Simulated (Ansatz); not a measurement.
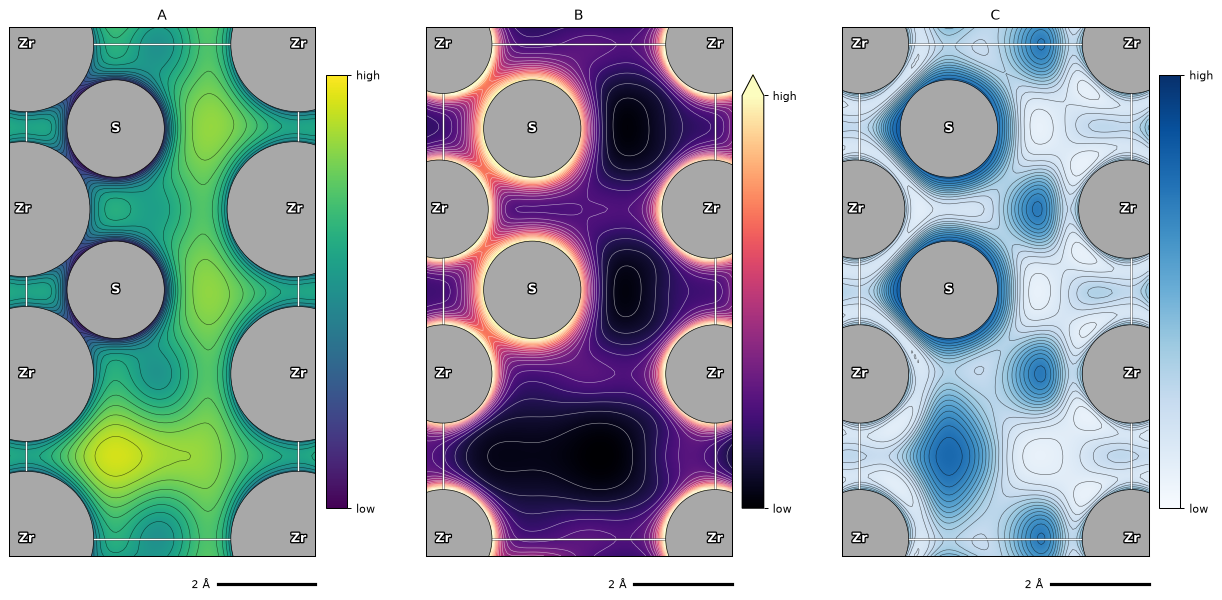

Zr₃S₂: 3 fields on the (100) plane of the conventional cell, with unlabelled colour scales. Grey discs cover the atomic cores.

Space group R32; a structure from a database of computed crystals, not necessarily the ambient phase; computed pressure about 10 GPa in this cell.

Computed with Ansatz, Kohn-Sham DFT of a periodic cell, PBEsol, Ansatz PAW.

> Which field does each panel show? The fields are: electron localisation function, electrostatic potential energy of an electron and valence pseudo-density.

Panel A: electrostatic potential energy of an electron (low next to the atoms, rising into the space between them). Panel B: valence pseudo-density. Panel C: electron localisation function. From the grid: Zr–S (2.52 Å): ρ at the midpoint is about 0.42 e/Å³; the ELF peaks at about 0.85 in the valence shell of S, 0.8 Å from its nucleus, and is about 0.25 at the midpoint: no localised pair shows between them.
